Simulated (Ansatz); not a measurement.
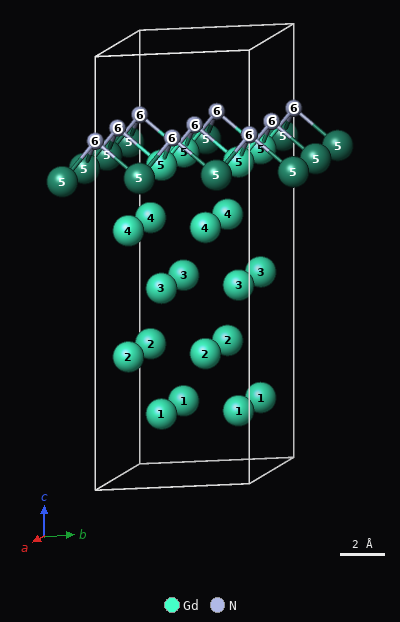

*The input geometry (ball-and-stick view of the 2 × 2 repeat of the cell, with the vacuum cut short, seen slightly off an axis; neighbours outside the cell are drawn fainter; atoms are numbered from 1 in the order of the input).*

## Geometry relaxation of Gd5N (part 1 of 4)

Gd5N (slab, 6 atoms in the cell), computed with DFT PBE+U, scalar-relativistic, plane waves, PAW, Ueff = 6 eV on Gd f, spin-polarised (Ansatz 0.2.0).

The input holds or restrains some coordinates. It belongs to a series of runs on one base structure; here: N put at a hollow Gd-Gd-Gd site. Figures and captions count atoms from 1; the log counts them from 0 in places.

### The input
```yaml
crystal:
  lattice:
    - [3.6515676241, 0.0, 0.0]
    - [-1.8257838121, 3.1623503261, 0.0]
    - [0.0, 0.0, 30.7056920173]
  atoms:
    - { symbol: Gd, position: [0.3333333333, 0.6666666667, 0.2768216393], spin: 8.39 }
    - { symbol: Gd, position: [0.6666666667, 0.3333333333, 0.3721271938], spin: 8.23 }
    - { symbol: Gd, position: [0.3333333333, 0.6666666667, 0.4680977266], spin: 8.25 }
    - { symbol: Gd, position: [0.6666666667, 0.3333333333, 0.5641222731], spin: 8.18 }
    - { symbol: Gd, position: [0.3333333333, 0.6666666667, 0.6555707308], spin: 8.34 }
    - { symbol: "N", position: [0.0, 0.0, 0.7089810236], spin: 3.0 }
basis:
  ecutwfc: 420
kpoints:
  mp_grid: { grid: [9, 9, 1] }
hamiltonian:
  xc: pbe
  hubbard: { sites: [{ species: Gd, l: f, u_eff: 6.0 }] }
scf:
  occupations: { method: gaussian, width: 0.1 }
  lower_state_search: "off"
output:
  forces: true
  eigenvalues: true
  populations: true
  write_density: true
  write_potential: true
  elf: true
  volumetric_format: npy
magnetization:
  spin_polarized: true
relax:
  adjacent_minimum: "off"
  f_tol: 0.03
  max_steps: 70
  constraints: [{ sites: [0, 1] }]
efield:
  axis: 3
  dipole_correction: true
  ramp_width: 0.04
```

Launched with:
```bash
ansatz run input.yaml --threads 4 --pin off --max-ram 10240MiB --backend cpu --events-out ev --progress --plain --runs-dir out
```

### Log
```
Gd: projections on atomic orbitals take those of the free atom [Kr 4d10] 4f7 5s2 5p6 5d1 6s2, of charge +0.00 (hamiltonian.pseudopotentials.projection_atoms); the dataset's partial waves leave at most 2.5e-4 of an orbital's norm unspanned inside its sphere
N: projections on atomic orbitals take those of the free atom [He] 2s2 2p3, of charge +0.00 (hamiltonian.pseudopotentials.projection_atoms); the dataset's partial waves leave at most 9.3e-9 of an orbital's norm unspanned inside its sphere
Engine: ansatz 0.2.0, aarch64-unknown-linux-gnu
Pseudopotentials: kind: paw
Pseudopotential: Gd, paw, valence charge 18, recommended cutoff 420 eV (normal), Gd.paw.azcp
Pseudopotential: N, paw, valence charge 5, recommended cutoff 420 eV (normal), N.paw.azcp
Functional definition: PBE
  parameter kappa = 0.804
  parameter beta = 0.06672455060314922
  exchange = pbe_x(kappa = kappa, mu = beta*pi^2/3)
  correlation = pbe_c(beta = beta)
Crystal: 6 atoms, lattice volume = 354.575 Å³
Basis set: ecut = 420 eV, 6835 PW (Γ), exchange–correlation on 50×50×432 points (8 copies of the dense FFT grid, shifted against one another)
Bands: 84, of which v1, the nominal top of the filled ones, is band 48 counted from 1 (47 counted from 0)
Symmetry: 6 space group operations
k-points: 12 of 81 (time reversal used)
Non-local potential: Gd, projectors of the file, l = 0: 3, l = 1: 2, l = 2: 2, l = 3: 3
Non-local potential: N, projectors of the file, l = 0: 2, l = 1: 2, l = 2: 1
PAW form: soft (Blöchl's): semilocal exchange-correlation on the pseudo side does not see the compensation charge
PAW one-centre angular grid: Gd, 590 points (default); XC on 64 Gauss nodes
PAW one-centre angular grid: N, 110 points (default); XC on 64 Gauss nodes
Initial density: superposition of atomic densities (neutral atoms: chi_scale 0, normalization atom)
Starting moments: Σ|m| = 44.39 μB on 6 of 6 sites
Initial wavefunctions: pseudopotential atomic-orbital guess
Functional: x = pbe(κ = 0.804, μ = 0.2195149727645171), c = pbe(β = 0.06672455060314922)
SCF iter   1: F=—  HF=-47030.190279 eV  |F-HF|=—  |Δ(HF+E_count)|=         —  Δρ=1.85e-1 (↑1.39e-1 ↓1.85e-1)  dr2=1.10e2  dr2_m=8.36e1  M=41.330 μB ∫|m|=41.502 μB  β_m=0.30  ethr=3.10e-3  p=0.000 e·Å  D=3.81e-8 V/Å  ΔV_dip=-0.00 eV  dr2_dipole=8.65e1  V_vac-E_F(+/−)=6.28/6.28 eV  ⟨swp⟩=6.7  Hψ=7419  notcnv=0  defer=4
efield: sawtooth ramp at fractional position 0.9729 (placed from the atoms, in the widest stretch of the axis that holds none; the zero of the levels goes with the place), width 0.0400; the density the first Hamiltonian is built on has a dipole p = 0.000 e·Å; the dipole correction subtracts the counter field D = 3.81e-8 V/Å, which shifts the + side's vacuum level by -0.00 eV against the − side's; the planar-averaged density in the ramp window peaks in size at 8.6e-8 e/Å³
preconditioner: auto → none  [metal: Δε(μ)=0.012 eV  Ē_g=13.954 eV  σ=0.100 eV  W_gap=0.07  n_scr=74 (ndim 8)  ℏωp=18.2 eV  f_vac=0.454  D(μ)=5.35/eV (n_scr^D=16)  sad-step TF]
SCF iter   2: F=—  HF=-47034.675589 eV  |F-HF|=—  |Δ(HF+E_count)|=    4.49e0  Δρ=1.25e-1 (↑1.06e-1 ↓1.25e-1)  dr2=1.63e1  dr2_m=4.32e1  M=42.290 μB ∫|m|=42.295 μB  β_m=0.30  ethr=3.10e-3  p=-0.000 e·Å  D=-2.52e-6 V/Å  ΔV_dip=0.00 eV  dr2_dipole=8.57e0  V_vac-E_F(+/−)=6.22/6.22 eV  ⟨swp⟩=3.5  Hψ=4744  notcnv=0  defer=205  κ⁻¹=1.0e0(r=1)
SCF iter   3: F=—  HF=-47147.735208 eV  |F-HF|=—  |Δ(HF+E_count)|=    1.13e2  Δρ=3.17e-1 (↑2.58e-1 ↓3.17e-1)  dr2=1.26e4  dr2_m=1.02e2  M=24.108 μB ∫|m|=24.170 μB  β_m=0.30  ethr=3.10e-3  p=-0.833 e·Å  D=-4.25e-1 V/Å  ΔV_dip=13.05 eV  dr2_dipole=9.32e3  V_vac-E_F(+/−)=9.39/-3.66 eV  ⟨swp⟩=24.2  Hψ=28026  notcnv=0  defer=306  κ⁻¹=2.7e-3(r=2)
SCF iter   4: F=—  HF=-47035.615450 eV  |F-HF|=—  |Δ(HF+E_count)|=    1.12e2  Δρ=1.25e-1 (↑1.12e-1 ↓1.25e-1)  dr2=6.82e1  dr2_m=4.50e1  M=39.560 μB ∫|m|=39.611 μB  β_m=0.30  ethr=3.10e-3  p=-0.080 e·Å  D=-4.08e-2 V/Å  ΔV_dip=1.25 eV  dr2_dipole=4.32e1  V_vac-E_F(+/−)=6.42/5.16 eV  ⟨swp⟩=15.2  Hψ=16745  notcnv=0  defer=362  κ⁻¹=1.1e-4(r=3)
SCF iter   5: F=—  HF=-47039.234978 eV  |F-HF|=—  |Δ(HF+E_count)|=    3.62e0  Δρ=8.85e-2 (↑7.93e-2 ↓8.85e-2)  dr2=3.46e1  dr2_m=2.26e1  M=39.791 μB ∫|m|=39.801 μB  β_m=0.30  ethr=3.10e-3  p=-0.095 e·Å  D=-4.84e-2 V/Å  ΔV_dip=1.49 eV  dr2_dipole=3.31e0  V_vac-E_F(+/−)=7.02/5.53 eV  ⟨swp⟩=10.2  Hψ=9394  notcnv=0  defer=304  κ⁻¹=4.1e-5(r=4)
SCF iter   6: F=—  HF=-47039.985536 eV  |F-HF|=—  |Δ(HF+E_count)|=   7.51e-1  Δρ=6.26e-2 (↑5.70e-2 ↓6.26e-2)  dr2=1.13e0  dr2_m=1.15e1  M=40.136 μB ∫|m|=40.141 μB  β_m=1.00  ethr=3.10e-3  p=-0.148 e·Å  D=-7.57e-2 V/Å  ΔV_dip=2.32 eV  dr2_dipole=8.12e-2  V_vac-E_F(+/−)=7.23/4.89 eV  ⟨swp⟩=7.4  Hψ=5599  notcnv=0  defer=296  κ⁻¹=5.2e-6(r=5)
SCF iter   7: F=—  HF=-47039.311169 eV  |F-HF|=—  |Δ(HF+E_count)|=   6.74e-1  Δρ=6.48e-3 (↑4.16e-3 ↓6.48e-3)  dr2=2.79e0  dr2_m=4.33e-2  M=39.965 μB ∫|m|=39.975 μB  β_m=0.30  ethr=1.19e-3  p=-0.178 e·Å  D=-9.07e-2 V/Å  ΔV_dip=2.79 eV  dr2_dipole=1.11e0  V_vac-E_F(+/−)=7.39/4.60 eV  ⟨swp⟩=6.2  Hψ=6318  notcnv=0  defer=264  κ⁻¹=4.3e-6(r=6)
SCF iter   8: F=—  HF=-47040.474902 eV  |F-HF|=—  |Δ(HF+E_count)|=    1.16e0  Δρ=5.88e-3 (↑3.29e-3 ↓5.88e-3)  dr2=1.85e0  dr2_m=2.50e-2  M=39.788 μB ∫|m|=39.801 μB  β_m=1.20  ethr=1.19e-3  p=-0.172 e·Å  D=-8.80e-2 V/Å  ΔV_dip=2.70 eV  dr2_dipole=1.33e0  V_vac-E_F(+/−)=7.37/4.66 eV  ⟨swp⟩=5.2  Hψ=4154  notcnv=0  defer=283
Mixer restart at iter 8: flushing history
spin-set hold released at iteration 8 (site moments contracting): the magnetisation degrees of freedom join the quasi-Newton model from the next iteration; the mixer history was flushed
SCF iter   9: F=—  HF=-47085.383180 eV  |F-HF|=—  |Δ(HF+E_count)|=    4.49e1  Δρ=2.02e-1 (↑6.57e-2 ↓2.02e-1)  dr2=3.83e3  dr2_m=3.12e1  M=33.531 μB ∫|m|=33.557 μB  β_m=1.20  ethr=1.19e-3  p=-0.858 e·Å  D=-4.38e-1 V/Å  ΔV_dip=13.44 eV  dr2_dipole=2.82e3  V_vac-E_F(+/−)=14.92/1.47 eV  ⟨swp⟩=11.6  Hψ=11326  notcnv=0  defer=314  κ⁻¹=1.0e0(r=1)
SCF iter  10: F=—  HF=-47044.460661 eV  |F-HF|=—  |Δ(HF+E_count)|=    4.09e1  Δρ=3.48e-2 (↑3.48e-2 ↓3.29e-2)  dr2=2.81e2  dr2_m=5.64e-2  M=39.972 μB ∫|m|=39.974 μB  β_m=1.20  ethr=1.19e-3  p=-0.288 e·Å  D=-1.47e-1 V/Å  ΔV_dip=4.52 eV  dr2_dipole=4.23e1  V_vac-E_F(+/−)=8.97/4.44 eV  ⟨swp⟩=9.3  Hψ=8535  notcnv=0  defer=285  κ⁻¹=1.3e-2(r=2)
SCF iter  11: F=—  HF=-47041.136903 eV  |F-HF|=—  |Δ(HF+E_count)|=    3.32e0  Δρ=4.99e-3 (↑4.03e-3 ↓4.99e-3)  dr2=8.73e0  dr2_m=1.31e-2  M=39.768 μB ∫|m|=39.778 μB  β_m=1.20  ethr=1.19e-3  p=-0.228 e·Å  D=-1.17e-1 V/Å  ΔV_dip=3.58 eV  dr2_dipole=2.91e0  V_vac-E_F(+/−)=7.44/3.85 eV  ⟨swp⟩=9.8  Hψ=7679  notcnv=0  defer=271  κ⁻¹=1.1e-4(r=3)
SCF iter  12: F=—  HF=-47041.078916 eV  |F-HF|=—  |Δ(HF+E_count)|=   5.80e-2  Δρ=4.30e-3 (↑2.41e-3 ↓4.30e-3)  dr2=9.86e-1  dr2_m=8.35e-3  M=39.703 μB ∫|m|=39.713 μB  β_m=1.20  ethr=1.19e-3  p=-0.212 e·Å  D=-1.08e-1 V/Å  ΔV_dip=3.32 eV  dr2_dipole=6.32e-1  V_vac-E_F(+/−)=7.46/4.13 eV  ⟨swp⟩=5.9  Hψ=4713  notcnv=0  defer=271  κ⁻¹=7.4e-6(r=4)
SCF iter  13: F=—  HF=-47041.196002 eV  |F-HF|=—  |Δ(HF+E_count)|=   1.17e-1  Δρ=3.81e-3 (↑1.71e-3 ↓3.81e-3)  dr2=5.53e-1  dr2_m=9.66e-3  M=39.820 μB ∫|m|=39.827 μB  β_m=1.20  ethr=1.04e-3  p=-0.223 e·Å  D=-1.14e-1 V/Å  ΔV_dip=3.50 eV  dr2_dipole=3.35e-1  V_vac-E_F(+/−)=7.56/4.06 eV  ⟨swp⟩=4.3  Hψ=3350  notcnv=0  defer=223  κ⁻¹=1.5e-6(r=5)
SCF iter  14: F=—  HF=-47041.457499 eV  |F-HF|=—  |Δ(HF+E_count)|=   2.61e-1  Δρ=3.26e-3 (↑1.16e-3 ↓3.26e-3)  dr2=3.69e-1  dr2_m=8.31e-3  M=39.878 μB ∫|m|=39.884 μB  β_m=1.20  ethr=5.82e-4  p=-0.239 e·Å  D=-1.22e-1 V/Å  ΔV_dip=3.75 eV  dr2_dipole=1.78e-2  V_vac-E_F(+/−)=7.58/3.83 eV  ⟨swp⟩=3.5  Hψ=3515  notcnv=0  defer=230  κ⁻¹=1.5e-6(r=6)
SCF iter  15: F=—  HF=-47041.544536 eV  |F-HF|=—  |Δ(HF+E_count)|=   8.70e-2  Δρ=2.54e-3 (↑9.37e-4 ↓2.54e-3)  dr2=4.30e-1  dr2_m=2.91e-3  M=39.938 μB ∫|m|=39.945 μB  β_m=1.20  ethr=3.89e-4  p=-0.247 e·Å  D=-1.26e-1 V/Å  ΔV_dip=3.88 eV  dr2_dipole=4.59e-3  V_vac-E_F(+/−)=7.57/3.69 eV  ⟨swp⟩=3.4  Hψ=2838  notcnv=0  defer=207  κ⁻¹=8.2e-7(r=7)
SCF iter  16: F=—  HF=-47041.566739 eV  |F-HF|=—  |Δ(HF+E_count)|=   2.22e-2  Δρ=1.35e-3 (↑7.94e-4 ↓1.35e-3)  dr2=1.40e-1  dr2_m=1.01e-3  M=39.976 μB ∫|m|=39.985 μB  β_m=1.20  ethr=3.89e-4  p=-0.253 e·Å  D=-1.29e-1 V/Å  ΔV_dip=3.96 eV  dr2_dipole=2.48e-2  V_vac-E_F(+/−)=7.52/3.56 eV  ⟨swp⟩=2.1  Hψ=2450  notcnv=0  defer=198  κ⁻¹=3.7e-7(r=8)
SCF iter  17: F=—  HF=-47041.566248 eV  |F-HF|=—  |Δ(HF+E_count)|=   4.90e-4  Δρ=6.60e-4 (↑6.60e-4 ↓6.43e-4)  dr2=6.65e-2  dr2_m=4.55e-4  M=39.952 μB ∫|m|=39.962 μB  β_m=1.20  ethr=1.48e-4  p=-0.250 e·Å  D=-1.28e-1 V/Å  ΔV_dip=3.92 eV  dr2_dipole=1.39e-2  V_vac-E_F(+/−)=7.48/3.56 eV  ⟨swp⟩=2.0  Hψ=2573  notcnv=0  defer=198  κ⁻¹=6.8e-7(r=8)
SCF iter  18: F=—  HF=-47041.566769 eV  |F-HF|=—  |Δ(HF+E_count)|=   5.21e-4  Δρ=8.51e-4 (↑3.43e-4 ↓8.51e-4)  dr2=1.56e-2  dr2_m=5.70e-4  M=39.957 μB ∫|m|=39.967 μB  β_m=1.20  ethr=7.00e-5  p=-0.253 e·Å  D=-1.29e-1 V/Å  ΔV_dip=3.96 eV  dr2_dipole=3.65e-3  V_vac-E_F(+/−)=7.49/3.53 eV  ⟨swp⟩=1.6  Hψ=2138  notcnv=0  defer=198  κ⁻¹=1.2e-6(r=8)
SCF iter  19: F=—  HF=-47041.567091 eV  |F-HF|=—  |Δ(HF+E_count)|=   3.22e-4  Δρ=2.04e-4 (↑1.79e-4 ↓2.04e-4)  dr2=1.70e-3  dr2_m=1.38e-5  M=39.959 μB ∫|m|=39.969 μB  β_m=1.20  ethr=1.64e-5  p=-0.254 e·Å  D=-1.29e-1 V/Å  ΔV_dip=3.97 eV  dr2_dipole=7.29e-4  V_vac-E_F(+/−)=7.48/3.51 eV  ⟨swp⟩=2.3  Hψ=2940  notcnv=0  defer=199  κ⁻¹=1.6e-5(r=8)
SCF iter  20: F=—  HF=-47041.567776 eV  |F-HF|=—  |Δ(HF+E_count)|=   6.85e-4  Δρ=1.07e-4 (↑9.54e-5 ↓1.07e-4)  dr2=1.18e-4  dr2_m=7.40e-6  M=39.957 μB ∫|m|=39.967 μB  β_m=1.20  ethr=1.79e-6  p=-0.252 e·Å  D=-1.29e-1 V/Å  ΔV_dip=3.95 eV  dr2_dipole=4.08e-6  V_vac-E_F(+/−)=7.49/3.53 eV  ⟨swp⟩=2.2  Hψ=2810  notcnv=0  defer=199  κ⁻¹=1.1e-4(r=8)
SCF iter  21: F=—  HF=-47041.567850 eV  |F-HF|=—  |Δ(HF+E_count)|=   7.42e-5  Δρ=7.31e-5 (↑6.31e-5 ↓7.31e-5)  dr2=1.24e-4  dr2_m=3.35e-6  M=39.961 μB ∫|m|=39.970 μB  β_m=1.20  ethr=1.24e-7  p=-0.253 e·Å  D=-1.29e-1 V/Å  ΔV_dip=3.96 eV  dr2_dipole=6.68e-5  V_vac-E_F(+/−)=7.49/3.53 eV  ⟨swp⟩=2.4  Hψ=2586  notcnv=0  defer=197  κ⁻¹=7.8e-5(r=8)
SCF iter  22: F=—  HF=-47041.567887 eV  |F-HF|=—  |Δ(HF+E_count)|=   3.64e-5  Δρ=5.08e-5 (↑5.08e-5 ↓5.00e-5)  dr2=3.24e-4  dr2_m=1.92e-6  M=39.959 μB ∫|m|=39.969 μB  β_m=1.20  ethr=1.24e-7  p=-0.252 e·Å  D=-1.29e-1 V/Å  ΔV_dip=3.95 eV  dr2_dipole=6.35e-5  V_vac-E_F(+/−)=7.48/3.53 eV  ⟨swp⟩=1.9  Hψ=2057  notcnv=0  defer=197  κ⁻¹=6.1e-5(r=8)
SCF iter  23: F=—  HF=-47041.567895 eV  |F-HF|=—  |Δ(HF+E_count)|=   8.73e-6  Δρ=3.24e-5 (↑2.51e-5 ↓3.24e-5)  dr2=2.91e-5  dr2_m=4.52e-7  M=39.960 μB ∫|m|=39.970 μB  β_m=1.20  ethr=1.24e-7  p=-0.252 e·Å  D=-1.29e-1 V/Å  ΔV_dip=3.95 eV  dr2_dipole=1.02e-6  V_vac-E_F(+/−)=7.48/3.53 eV  ⟨swp⟩=1.5  Hψ=1933  notcnv=0  defer=197  κ⁻¹=3.5e-5(r=8)
SCF iter  24: F=-47041.567898 eV  HF=-47041.567901 eV  |F-HF|=2.53e-6  |Δ(HF+E_count)|=   5.47e-6  Δρ=1.70e-5 (↑1.67e-5 ↓1.70e-5)  dr2=5.92e-6  dr2_m=3.44e-8  M=39.960 μB ∫|m|=39.970 μB  ethr=2.37e-8  p=-0.252 e·Å  D=-1.29e-1 V/Å  ΔV_dip=3.95 eV  dr2_dipole=4.34e-9  V_vac-E_F(+/−)=7.48/3.53 eV  ⟨swp⟩=31.8  Hψ=26684  notcnv=0
SCF 1 converged in 24 iterations: F = -47041.567898 eV  dr2 = 5.92e-6
  Residual-converged pass: ⟨swp⟩=1.2  Hψ=2122  notcnv=0  max |occ|·‖R‖ = 7.0e-9 eV (tolerance 1.0e-8 eV)  dr2=5.92e-6  dr2_m=3.44e-8  dr2_onsite=6.60e-6  max |Δocc| = 2.2e-11
  greatest PAW one-centre occupation: 0.999 electrons in one spin orbital (limit 2), on the Gd atom at site 0 (counted from 0), in its partial waves of l = 0
relax step   1: F+E_penalty+E_count = -47041.56789824 eV  Δ(F+E_penalty+E_count) = +0.000e0 eV  max|allowed force component| = 4.151e0 eV/Å  Δτ_max = 0.0000 Å  (24 SCF iters, dr2 threshold 2.25e-5 eV, accepted)
Initial density: handed on by an earlier stage of this run
Starting moments: Σ|m| = 44.39 μB on 6 of 6 sites; this step starts from the density that it was given
Initial wavefunctions: those handed on with the density
```
